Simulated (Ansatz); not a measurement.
## Geometry relaxation of Al

- system: Al (P-1, 2 atoms in the cell)
- method: DFT r2SCAN, scalar-relativistic, plane waves, PAW, no spin polarisation (Ansatz 0.2.0)

The structure derives from a Materials Project entry. It belongs to a series of runs on one base structure; here: a zone-boundary wave of random shape, sigma 0.4 A; relaxed back.

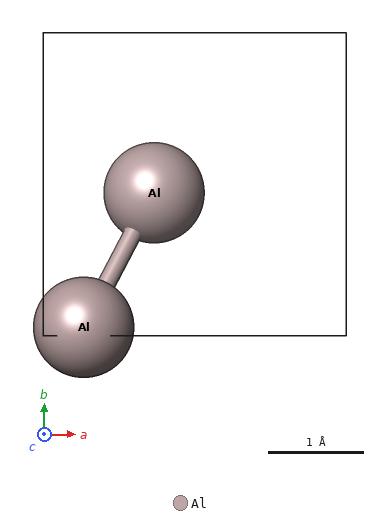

Figure 1. The structure as given in the input (ball-and-stick view of the cell of the calculation, along the c axis). Near neighbours in the crystal (not all of them lie inside the picture): Al has 1 Al at 1.75 Å.

## The input
```yaml
crystal:
  lattice:
    - [0.0, -3.1887371512, 0.0]
    - [-3.1887371512, 0.0, 0.0]
    - [0.0, 0.0, -3.1887371512]
  atoms:
    - { symbol: Al, position: [0.3661596796, 0.4720452978, 0.6382252411] }
    - { symbol: Al, position: [0.1338403204, 0.0279547022, -0.1382252411] }
basis:
  ecutwfc: 500
kpoints:
  mp_grid: { grid: [10, 10, 10] }
hamiltonian:
  xc: r2scan
scf:
  occupations: { method: gaussian, width: 0.15 }
output:
  forces: true
  stress: true
  eigenvalues: true
relax:
  adjacent_minimum: "off"
  f_tol: 0.01
  max_steps: 80
```

Command:
```bash
ansatz run input.yaml --threads 1 --pin off --max-ram 2560MiB --backend cpu --events-out ev --progress --plain --runs-dir out
```

## The program's output
```
Warning: output.stress: scf.convergence.dr2_threshold = 1e-7 eV (the SCF's general default) is looser than the 2e-10 eV advised for a printed stress (1e-10 eV for each atom of the cell: 2). What an SCF threshold leaves in a stress goes as its square root, and in the free energy as the threshold itself, and one threshold admits the most on a small cell: of the crystals measured, under no hybrid functional and no lock of the moments, on runs that ended without the residual-converged pass, on stresses that held no estimate of that error, the worst erred by over 100 MPa in a component at 1e-7 eV an atom and by under 5 at 1e-10. Every solve of this run answers to scf.convergence.dr2_threshold, and the tensor of one is reported: a single SCF on the reported geometry and on this run's grids (its basis.xc_grid and basis.ecutrho_ratio typed), with scf.convergence.dr2_threshold at 2e-10 eV or tighter, prints it and tightens no other solve. Else set scf.convergence.dr2_threshold to 2e-10 eV or tighter. The threshold is an SCF's pass mark: one that does not reach it within its budget of iterations ends unconverged, or closes short of it on a stop that the run arms, and scf.convergence.dr2_threshold's page says what that costs each kind of run
Engine: ansatz 0.2.0, x86_64-unknown-linux-gnu
Pseudopotentials: kind: paw
Pseudopotential: Al, paw, valence charge 3, recommended cutoff 500 eV (meta_gga), Al.paw.azcp
Functional definition: r2SCAN
  parameter k0 = 0.174
  parameter k1 = 0.065
  parameter a1 = 4.9479
  exchange = r2scan_x(k0 = k0, k1 = k1, a1 = a1)
  correlation = r2scan_c
Crystal: 2 atoms, lattice volume = 32.423 Å³
Basis set: ecut = 500 eV, 799 PW (Γ), exchange–correlation on 96×96×96 points (64 copies of the dense FFT grid, shifted against one another)
Bands: 7, of which v1, the nominal top of the filled ones, is band 3 counted from 1 (2 counted from 0)
Symmetry: 2 space group operations
Space group: P-1 (ITA 2), of the structure as read, at distance tolerance 3.2e-5 Å
k-points: 504 of 1000
Non-local potential: Al, projectors of the file, l = 0: 2, l = 1: 2, l = 2: 1
PAW form: soft (Blöchl's): semilocal exchange-correlation on the pseudo side does not see the compensation charge
PAW frozen core: Al, regenerated for the run's functional (the file was generated under x = pbe(κ = 0.804, μ = 0.2195149727645171), c = pbe(β = 0.06672455060314922))
PAW one-centre angular grid: Al, 302 points (default); XC on 160 Gauss nodes
Initial density: superposition of atomic densities (neutral atoms: chi_scale 0, normalization atom), corrected by the library's trained network
Initial wavefunctions: pseudopotential atomic-orbital guess
Functional: x = r2scan, c = r2scan; τ floored in thin density (d = 2e-4 eV/Å³)
SCF iter   1: F=—  HF=-1073.635240 eV  |F-HF|=—  |Δ(HF+E_count)|=         —  Δρ=5.35e-3  dr2=1.01e-2  dr2_τ=2.72e-2  ethr=1.77e-3  ⟨swp⟩=5.3  Hψ=32322  notcnv=0
preconditioner: auto → none  [metal: Δε(μ)=0.027 eV  Ē_g=9.481 eV  σ=0.150 eV  W_gap=0.10  n_scr=6 (ndim 8)  ℏωp=16.0 eV  f_vac=0.000  D(μ)=0.77/eV (n_scr^D=6)  sad-step TF]
SCF iter   2: F=—  HF=-1073.654050 eV  |F-HF|=—  |Δ(HF+E_count)|=   1.88e-2  Δρ=4.13e-3  dr2=5.57e-3  dr2_τ=3.41e-5  ethr=1.68e-4  ⟨swp⟩=2.0  Hψ=10780  notcnv=0  defer=42
SCF iter   3: F=—  HF=-1073.653550 eV  |F-HF|=—  |Δ(HF+E_count)|=   5.00e-4  Δρ=6.72e-4  dr2=1.33e-4  dr2_τ=3.78e-6  ethr=9.29e-5  ⟨swp⟩=2.1  Hψ=4741  notcnv=0  defer=42
SCF iter   4: F=—  HF=-1073.653637 eV  |F-HF|=—  |Δ(HF+E_count)|=   8.63e-5  Δρ=2.72e-4  dr2=1.56e-5  dr2_τ=4.50e-7  ethr=2.21e-6  ⟨swp⟩=2.2  Hψ=4981  notcnv=0  defer=42
iter 5 did not close the SCF: its close was put off for the readings that it lacked (scf_convergence_deferred on its scf_iter line)
SCF iter   5: F=-1073.653654 eV  HF=-1073.653653 eV  |F-HF|=2.54e-7  |Δ(HF+E_count)|=   1.67e-5  Δρ=7.54e-5  dr2=2.01e-6  dr2_τ=1.20e-8  ethr=2.60e-7  ⟨swp⟩=2.1  Hψ=4958  notcnv=0  defer=42
SCF iter   6: F=-1073.653654 eV  HF=-1073.653654 eV  |F-HF|=6.27e-8  |Δ(HF+E_count)|=   4.99e-7  Δρ=2.43e-5  dr2=1.82e-7  dr2_τ=7.20e-10  ethr=3.35e-8  ⟨swp⟩=3.4  Hψ=16463  notcnv=0
SCF 1 converged in 6 iterations: F = -1073.653654 eV  dr2 = 1.82e-7
  greatest PAW one-centre occupation: 0.567 electrons in one spin orbital (limit 2), on the Al atom at site 1 (counted from 0), in its partial waves of l = 0
relax step   1: F+E_penalty+E_count = -1073.65365391 eV  Δ(F+E_penalty+E_count) = +0.000e0 eV  max|allowed force component| = 1.039e1 eV/Å  Δτ_max = 0.0000 Å  (6 SCF iters, dr2 threshold 2.50e-6 eV, accepted)
Initial density: handed on by an earlier stage of this run
Initial wavefunctions: those handed on with the density
iter 1 solved again at ethr=7.98e-4 eV; its pass at ethr=3.10e-3 eV (dr2=4.79e-2 eV) is discarded
SCF iter   1: F=—  HF=-1078.089062 eV  |F-HF|=—  |Δ(HF+E_count)|=         —  Δρ=1.30e-2  dr2=4.76e-2  dr2_τ=5.68e-3  ethr=7.98e-4  ⟨swp⟩=1.0  Hψ=35506  notcnv=0  defer=46
preconditioner: auto → none  [metal: Δε(μ)=0.009 eV  Ē_g=9.510 eV  σ=0.150 eV  W_gap=0.03  n_scr=6 (ndim 8)  ℏωp=16.0 eV  f_vac=0.000  D(μ)=0.87/eV (n_scr^D=6)]
SCF iter   2: F=—  HF=-1078.096880 eV  |F-HF|=—  |Δ(HF+E_count)|=   7.82e-3  Δρ=6.20e-3  dr2=7.47e-3  dr2_τ=1.39e-4  ethr=7.93e-4  ⟨swp⟩=1.1  Hψ=3578  notcnv=0  defer=46
SCF iter   3: F=—  HF=-1078.102083 eV  |F-HF|=—  |Δ(HF+E_count)|=   5.20e-3  Δρ=1.20e-3  dr2=4.05e-4  dr2_τ=5.06e-6  ethr=1.24e-4  ⟨swp⟩=2.4  Hψ=5027  notcnv=0  defer=47
SCF iter   4: F=—  HF=-1078.102493 eV  |F-HF|=—  |Δ(HF+E_count)|=   4.11e-4  Δρ=2.32e-4  dr2=2.04e-5  dr2_τ=3.05e-8  ethr=6.75e-6  ⟨swp⟩=2.2  Hψ=4932  notcnv=0  defer=48
SCF iter   5: F=-1078.102540 eV  HF=-1078.102540 eV  |F-HF|=1.36e-7  |Δ(HF+E_count)|=   4.63e-5  Δρ=3.68e-5  dr2=5.94e-7  dr2_τ=3.13e-9  ethr=3.40e-7  ⟨swp⟩=7.4  Hψ=21272  notcnv=0
SCF 2 converged in 5 iterations: F = -1078.102540 eV  dr2 = 5.94e-7
  greatest PAW one-centre occupation: 0.503 electrons in one spin orbital (limit 2), on the Al atom at site 1 (counted from 0), in its partial waves of l = 0
relax step   2: F+E_penalty+E_count = -1078.10253983 eV  Δ(F+E_penalty+E_count) = -4.449e0 eV  max|allowed force component| = 5.265e0 eV/Å  Δτ_max = 0.1978 Å  (5 SCF iters, dr2 threshold 1.00e-4 eV, accepted)
iter 1 solved again at ethr=1.42e-3 eV; its pass at ethr=3.10e-3 eV (dr2=8.51e-2 eV) is discarded
SCF iter   1: F=—  HF=-1080.044754 eV  |F-HF|=—  |Δ(HF+E_count)|=         —  Δρ=1.35e-2  dr2=8.47e-2  dr2_τ=5.31e-3  ethr=1.42e-3  ⟨swp⟩=1.0  Hψ=34600  notcnv=0  defer=18
preconditioner: auto → none  [metal: Δε(μ)=0.025 eV  Ē_g=9.525 eV  σ=0.150 eV  W_gap=0.10  n_scr=6 (ndim 8)  ℏωp=16.0 eV  f_vac=0.000  D(μ)=1.07/eV (n_scr^D=6)]
SCF iter   2: F=—  HF=-1080.033239 eV  |F-HF|=—  |Δ(HF+E_count)|=   1.15e-2  Δρ=4.95e-3  dr2=6.28e-3  dr2_τ=5.62e-5  ethr=1.41e-3  ⟨swp⟩=2.3  Hψ=4716  notcnv=0  defer=18
SCF iter   3: F=—  HF=-1080.033844 eV  |F-HF|=—  |Δ(HF+E_count)|=   6.06e-4  Δρ=1.28e-3  dr2=3.10e-4  dr2_τ=4.74e-6  ethr=1.05e-4  ⟨swp⟩=1.5  Hψ=4028  notcnv=0  defer=46
SCF iter   4: F=—  HF=-1080.034069 eV  |F-HF|=—  |Δ(HF+E_count)|=   2.25e-4  Δρ=6.91e-5  dr2=1.34e-6  dr2_τ=1.63e-8  ethr=5.17e-6  ⟨swp⟩=2.0  Hψ=4964  notcnv=0  defer=57
SCF iter   5: F=-1080.034070 eV  HF=-1080.034070 eV  |F-HF|=3.94e-8  |Δ(HF+E_count)|=   4.02e-7  Δρ=1.78e-5  dr2=6.87e-8  dr2_τ=8.17e-10  ethr=2.23e-8  ⟨swp⟩=4.8  Hψ=17188  notcnv=0
SCF 3 converged in 5 iterations: F = -1080.034070 eV  dr2 = 6.87e-8
  greatest PAW one-centre occupation: 0.462 electrons in one spin orbital (limit 2), on the Al atom at site 1 (counted from 0), in its partial waves of l = 0
relax step   3: F+E_penalty+E_count = -1080.03406987 eV  Δ(F+E_penalty+E_count) = -1.932e0 eV  max|allowed force component| = 1.903e0 eV/Å  Δτ_max = 0.1964 Å  (5 SCF iters, dr2 threshold 1.00e-4 eV, accepted)
iter 1 solved again at ethr=1.19e-3 eV; its pass at ethr=3.10e-3 eV (dr2=7.15e-2 eV) is discarded
SCF iter   1: F=—  HF=-1080.593627 eV  |F-HF|=—  |Δ(HF+E_count)|=         —  Δρ=1.14e-2  dr2=7.14e-2  dr2_τ=4.04e-3  ethr=1.19e-3  ⟨swp⟩=1.0  Hψ=34247  notcnv=0  defer=14
preconditioner: auto → none  [metal: Δε(μ)=0.009 eV  Ē_g=9.556 eV  σ=0.150 eV  W_gap=0.03  n_scr=6 (ndim 8)  ℏωp=16.0 eV  f_vac=0.000  D(μ)=1.36/eV (n_scr^D=6)]
SCF iter   2: F=—  HF=-1080.583608 eV  |F-HF|=—  |Δ(HF+E_count)|=   1.00e-2  Δρ=4.16e-3  dr2=5.21e-3  dr2_τ=2.64e-5  ethr=1.19e-3  ⟨swp⟩=2.3  Hψ=4657  notcnv=0  defer=14
SCF iter   3: F=—  HF=-1080.582951 eV  |F-HF|=—  |Δ(HF+E_count)|=   6.57e-4  Δρ=1.09e-3  dr2=2.63e-4  dr2_τ=2.01e-6  ethr=8.69e-5  ⟨swp⟩=1.2  Hψ=3559  notcnv=0  defer=26
SCF iter   4: F=—  HF=-1080.583067 eV  |F-HF|=—  |Δ(HF+E_count)|=   1.16e-4  Δρ=9.62e-5  dr2=2.59e-6  dr2_τ=1.46e-8  ethr=4.38e-6  ⟨swp⟩=1.4  Hψ=3910  notcnv=0  defer=30
SCF iter   5: F=-1080.583068 eV  HF=-1080.583068 eV  |F-HF|=3.96e-8  |Δ(HF+E_count)|=   3.77e-7  Δρ=2.39e-5  dr2=1.35e-7  dr2_τ=1.09e-9  ethr=4.32e-8  ⟨swp⟩=5.3  Hψ=17292  notcnv=0
SCF 4 converged in 5 iterations: F = -1080.583068 eV  dr2 = 1.35e-7
  greatest PAW one-centre occupation: 0.450 electrons in one spin orbital (limit 2), on the Al atom at site 1 (counted from 0), in its partial waves of l = 0
relax step   4: F+E_penalty+E_count = -1080.58306784 eV  Δ(F+E_penalty+E_count) = -5.490e-1 eV  max|allowed force component| = 1.659e-1 eV/Å  Δτ_max = 0.2000 Å  (5 SCF iters, dr2 threshold 1.00e-4 eV, accepted)
SCF iter   1: F=—  HF=-1080.590499 eV  |F-HF|=—  |Δ(HF+E_count)|=         —  Δρ=1.55e-3  dr2=1.34e-3  dr2_τ=7.74e-5  ethr=2.35e-4  ⟨swp⟩=3.1  Hψ=18332  notcnv=0  defer=73
preconditioner: auto → none  [metal: Δε(μ)=0.048 eV  Ē_g=9.554 eV  σ=0.150 eV  W_gap=0.18  n_scr=6 (ndim 8)  ℏωp=16.0 eV  f_vac=0.000  D(μ)=1.38/eV (n_scr^D=6)]
SCF iter   2: F=—  HF=-1080.590286 eV  |F-HF|=—  |Δ(HF+E_count)|=   2.12e-4  Δρ=5.71e-4  dr2=1.02e-4  dr2_τ=5.20e-7  ethr=2.24e-5  ⟨swp⟩=1.0  Hψ=7560  notcnv=0  defer=74
SCF iter   3: F=—  HF=-1080.590270 eV  |F-HF|=—  |Δ(HF+E_count)|=   1.60e-5  Δρ=1.51e-4  dr2=5.25e-6  dr2_τ=4.02e-8  ethr=1.69e-6  ⟨swp⟩=1.1  Hψ=3493  notcnv=0  defer=74
SCF iter   4: F=-1080.590272 eV  HF=-1080.590272 eV  |F-HF|=2.76e-9  |Δ(HF+E_count)|=   1.65e-6  Δρ=1.38e-5  dr2=5.52e-8  dr2_τ=2.90e-10  ethr=2.87e-8  ⟨swp⟩=6.3  Hψ=19714  notcnv=0
SCF 5 converged in 4 iterations: F = -1080.590272 eV  dr2 = 5.52e-8
relax step   5: F+E_penalty+E_count = -1080.59027193 eV  Δ(F+E_penalty+E_count) = -7.204e-3 eV  max|allowed force component| = 1.672e-3 eV/Å  Δτ_max = 0.0281 Å  (4 SCF iters, dr2 threshold 1.72e-6 eV, accepted)
iter 1 solved again at ethr=9.20e-10 eV; its pass at ethr=3.10e-3 eV (dr2=5.52e-8 eV) is discarded
SCF iter   1: F=—  HF=-1080.590272 eV  |F-HF|=—  |Δ(HF+E_count)|=         —  Δρ=1.38e-5  dr2=5.52e-8  dr2_τ=2.90e-10  ethr=9.20e-10  ⟨swp⟩=1.0  Hψ=19176  notcnv=0
preconditioner: auto → none  [metal: Δε(μ)=0.057 eV  Ē_g=9.554 eV  σ=0.150 eV  W_gap=0.21  n_scr=6 (ndim 8)  ℏωp=16.0 eV  f_vac=0.000  D(μ)=1.38/eV (n_scr^D=6)]
SCF iter   2: F=-1080.590272 eV  HF=-1080.590272 eV  |F-HF|=2.41e-9  |Δ(HF+E_count)|=  2.48e-10  Δρ=6.72e-6  dr2=1.04e-8  dr2_τ=6.09e-11  ethr=9.20e-10  ⟨swp⟩=3.1  Hψ=8220  notcnv=0
SCF 6 converged in 2 iterations: F = -1080.590272 eV  dr2 = 1.04e-8
relax step   6: F+E_penalty+E_count = -1080.59027193 eV  Δ(F+E_penalty+E_count) = -5.409e-9 eV  max|allowed force component| = 1.654e-3 eV/Å  Δτ_max = 0.0000 Å  (2 SCF iters, accepted)
iter 1 solved again at ethr=1.73e-10 eV; its pass at ethr=3.10e-3 eV (dr2=1.04e-8 eV) is discarded
SCF iter   1: F=—  HF=-1080.590272 eV  |F-HF|=—  |Δ(HF+E_count)|=         —  Δρ=6.72e-6  dr2=1.04e-8  dr2_τ=6.09e-11  ethr=1.73e-10  ⟨swp⟩=1.0  Hψ=28699  notcnv=0
SCF iter   2: F=-1080.590272 eV  HF=-1080.590272 eV  |F-HF|=8.71e-10  |Δ(HF+E_count)|=   1.76e-9  Δρ=3.42e-6  dr2=2.62e-9  dr2_τ=1.53e-11  ethr=1.73e-10  ⟨swp⟩=3.0  Hψ=7997  notcnv=0
SCF 7 converged in 2 iterations: F = -1080.590272 eV  dr2 = 2.62e-9
```

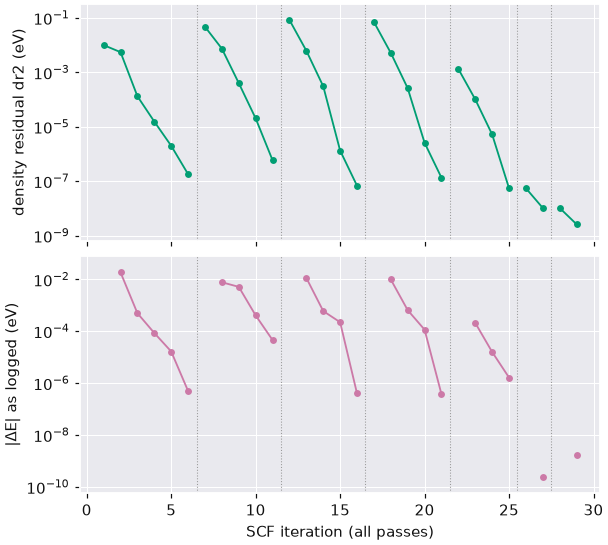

Figure 2. Convergence of the self-consistent field: density residual dr2 and size of the energy change against the SCF iteration. Dotted lines part the SCF passes that the log prints in full.

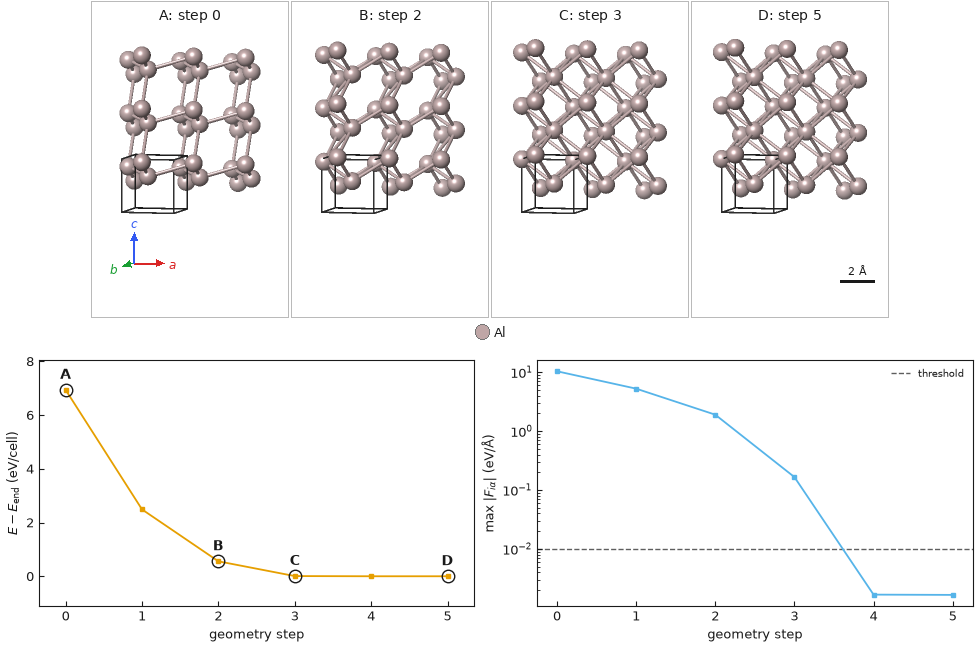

Figure 3. Frames of the relaxation (ball-and-stick view of the cell of the calculation, repeated 3 × 2 × 3, seen at an oblique angle) above the curves, on which the letters mark them (the first geometry is step 0 here and step 1 in the log).

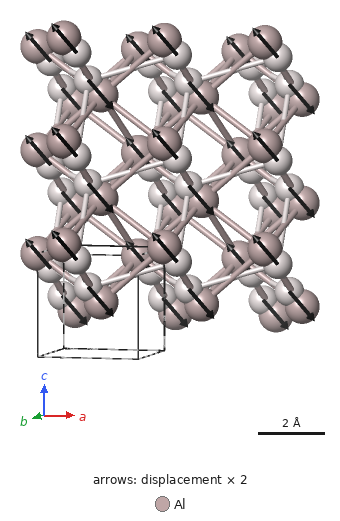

Figure 4. Start (faint) and end (solid) with the displacements as black arrows, magnified 2 times (ball-and-stick view of the cell of the calculation, repeated 3 × 2 × 3, seen at an oblique angle). The largest moves, 0.62 Å, are those of Al1 and Al2. The lattice vectors keep their values. Among the contacts that change: Al1–Al2 3.907 → 2.762 Å. New bonds form: Al1–Al2 (3.76 → 2.76 Å), Al1–Al2 (3.91 → 2.76 Å). Among the angles that change: Al2–Al1–Al2 113.9° → 70.5°, Al2–Al1–Al2 129.7° → 109.5°, Al2–Al1–Al2 128.1° → 109.5°. The space group (tolerance 0.01 Å) goes from P-1 (No. 2) to Im-3m (No. 229). Over 5 geometry steps the energy falls by 6.937 eV per cell of the calculation. Largest force component: 10 eV/Å at the start, 0.0017 eV/Å at the end. (Atoms are counted from 1 in the order of the input.)

```
SCF converged after 2 iterations
Free energy (F): -1080.590272 eV
Harris-Foulkes:  -1080.590272 eV  (|F-HF|=8.71e-10)
Internal energy: -1080.574773 eV  (E = F + TS)
E sigma→0 (E₀):  -1080.582523 eV
Entropy (-TS):   -0.015499 eV (-7.749 meV/atom)
Fermi energy:    8.201620 eV
--- Per-component energies (eV) ---
  E_band       = 20.528341
  E_kinetic    = 46.342477
  E_local      = 21.198640  (includes V_loc(G=0)·N_el)
  E_nonlocal   = 19.458776
  E_hartree    = 0.164746
  E_xc         = -73.544928
  E_vxc        = -62.504686  (∫ρ·V_xc dr)
  E_paw        = -946.168367  (= ΣΔE_a)
  E_vpaw       = -6.783368  (= ΣTr[D̂ρ^β])
  E_aug_tail   = -0.000001  (compensation charges beyond the density's cutoff)
  E_vtau       = 2.487011  (kinetic-family band-sum trace: ∫τ·v_τ [+ j·A + Jᵃ·Aᵃ] dr)
  E_ewald      = -147.905900
  E_core_change = -0.120216  (= ΣΔE_core)
  E_smearing   = -0.015499  (= −TS)
  E_closure    = -0.000000  (closes the sum)
  Σ components = -1080.590272   (vs F -1080.590272, Δ=0.00e0)
--- Forces (eV/Å), atoms counted from 1 ---
  atom   1  Al    -0.00086658    -0.00165633     0.00100256
  atom   2  Al     0.00086658     0.00165633    -0.00100256
  max |Σ_I F_I| component: 0.00e0 eV/Å
--- Stress (GPa, compression-positive) ---
        0.068721       0.000000       0.000003
        0.000000       0.068713       0.000003
        0.000003       0.000003       0.068718
  P = ⅓ Tr σ = 0.0687 GPa (0.687 kbar)
--- Band table (eV; the first three rows and the last of 504) ---
  k-point 0: bands = ["-3.8132", "10.2090", "10.2090", "10.2090", "11.1105", "11.1105", "14.8786"]
  k-point 1: bands = ["-3.6585", "8.1257", "10.3443", "10.3443", "11.2665", "12.7986", "15.6647"]
  k-point 2: bands = ["-3.1955", "5.7497", "10.7503", "10.7503", "11.7345", "13.9337", "18.0635"]
  k-point 503: bands = ["6.9900", "6.9904", "6.9910", "6.9918", "6.9924", "6.9928", "9.0702"]
--- Relaxed structure (6 steps of the walk, 6 accepted, 0 SCFs on fresh bases) ---
  F+E_penalty+E_count = -1080.59027193 eV   max|allowed force component| = 1.654e-3 eV/Å
  atoms:
    - { symbol: Al, position: [0.4999414448750831, 0.4999693264275344, 0.5000355803096812] }
    - { symbol: Al, position: [5.855512491700595e-5, 3.0673572465693816e-5, -3.5580309681242165e-5] }
```

## Trajectory as extended XYZ (Å, eV, eV/Å), 6 frames, from step=1 to step=6
```
2
Lattice="0.0000 -3.1887 0.0000 -3.1887 0.0000 0.0000 0.0000 0.0000 -3.1887" Properties=species:S:1:pos:R:3:forces:R:3 step=1 energy=-1073.65365
Al   -1.5052   -1.1676   -2.0351   -8.4664 -10.3943  10.0598
Al   -0.0891   -0.4268    0.4408    8.4664  10.3943 -10.0598
2
Lattice="0.0000 -3.1887 0.0000 -3.1887 0.0000 0.0000 0.0000 0.0000 -3.1887" Properties=species:S:1:pos:R:3:forces:R:3 step=2 energy=-1078.10254
Al   -1.5210   -1.3077   -1.8963   -2.8344  -5.2646   5.2041
Al   -0.0734   -0.2867    0.3020    2.8344   5.2646  -5.2041
2
Lattice="0.0000 -3.1887 0.0000 -3.1887 0.0000 0.0000 0.0000 0.0000 -3.1887" Properties=species:S:1:pos:R:3:forces:R:3 step=3 energy=-1080.03407
Al   -1.5377   -1.4425   -1.7544   -0.8839  -1.8545   1.9027
Al   -0.0566   -0.1519    0.1601    0.8839   1.8545  -1.9027
2
Lattice="0.0000 -3.1887 0.0000 -3.1887 0.0000 0.0000 0.0000 0.0000 -3.1887" Properties=species:S:1:pos:R:3:forces:R:3 step=4 energy=-1080.58307
Al   -1.5827   -1.5762   -1.6127   -0.1058  -0.1639   0.1659
Al   -0.0117   -0.0181    0.0183    0.1058   0.1639  -0.1659
2
Lattice="0.0000 -3.1887 0.0000 -3.1887 0.0000 0.0000 0.0000 0.0000 -3.1887" Properties=species:S:1:pos:R:3:forces:R:3 step=5 energy=-1080.59027
Al   -1.5943   -1.5942   -1.5945   -0.0009  -0.0017   0.0010
Al   -0.0001   -0.0002    0.0001    0.0009   0.0017  -0.0010
2
Lattice="0.0000 -3.1887 0.0000 -3.1887 0.0000 0.0000 0.0000 0.0000 -3.1887" Properties=species:S:1:pos:R:3:forces:R:3 step=6 energy=-1080.59027
Al   -1.5943   -1.5942   -1.5945   -0.0009  -0.0017   0.0010
Al   -0.0001   -0.0002    0.0001    0.0009   0.0017  -0.0010
```

## Key numbers

```csv
quantity,value
outcome,converged
space group (tolerance 0.01 Å),P-1 (2) → Im-3m (229)
electrons treated,6
free energy,−1080.5903 eV
Fermi energy,8.202 eV
gap on the k-point mesh,none (metallic)
pressure,0.07 GPa
final volume,32.42 Å³
largest force (length of the vector) at the end,0.002 eV/Å
final cell,"a = 3.189 Å, b = 3.189 Å, c = 3.189 Å, α = 90.00°, β = 90.00°, γ = 90.00°"
hardware,"1 thread of Oxide Virtual Turin-like (Zen 5), 32 GiB of memory available, shared host"
wall time,57 s
peak memory,0.56 GiB
```

Warnings of the run: the SCF threshold is looser than advised for the printed stress.
